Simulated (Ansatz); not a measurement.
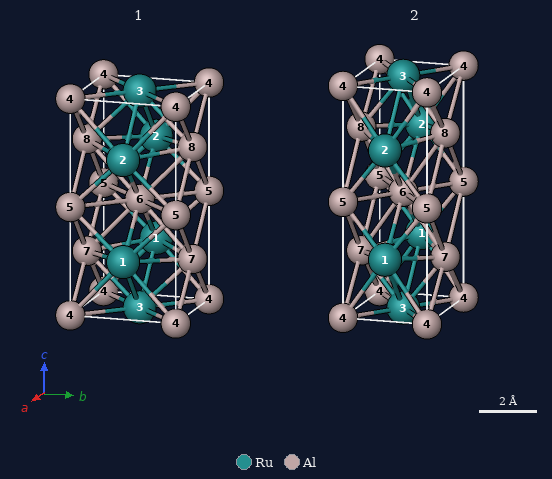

Two geometries of a crystal of Al$_{5}$Ru$_{3}$ (a generated structure, set up in Pmmm) (coarse preliminary run), drawn at one scale. One is the start of a relaxation, the other its converged end. Style: ball-and-stick. Shown: the cell of the calculation, slightly off an axis.

All numbers below come from Ansatz, DFT PBEsol, scalar-relativistic, plane waves, PAW. Set-up: plane-wave cutoff 420 eV; k-point mesh 6 × 6 × 4; occupations gaussian; smearing width 0.1 eV; no spin polarisation; cell and atoms relaxed; force threshold 0.05 eV/Å; at most 60 steps.

Q: Which of the two is the end point?

A: Structure 2 is the relaxed one. Case: Ti → Ru on all its sites, cell and atoms relaxed. The energy falls by 212 meV per atom in 6 accepted moves (8 points after the start). Largest force component: 0.81 eV/Å at the start, 0.028 eV/Å at the end. The pressure goes from −7.19 to 0.07 GPa. The line search rejected the trial step at point 6 of the run. At 1 point the geometry stayed and the basis and grid were re-selected for the new cell (energy shift of 1.7 meV per atom at most each time). The largest moves relative to the cell, 0.071 Å, are those of Al7 and Al8. Al8 goes along +c. Largest moves by element: Al 0.071 Å, Ru 0.002 Å. The volume changes by −6.1 %, with a 3.784 → 4.167 Å (+10.1 %), b 3.897 → 3.104 Å (−20.3 %), c 7.841 → 8.392 Å (+7.0 %). Some distances before and after: Al5–Al7 2.771 → 3.058 Å, Ru1–Ru3 2.808 → 3.044 Å, Ru1–Al6 2.643 → 2.873 Å, Ru3–Al7 2.718 → 2.498 Å. The space group stays Pmmm (No. 47).
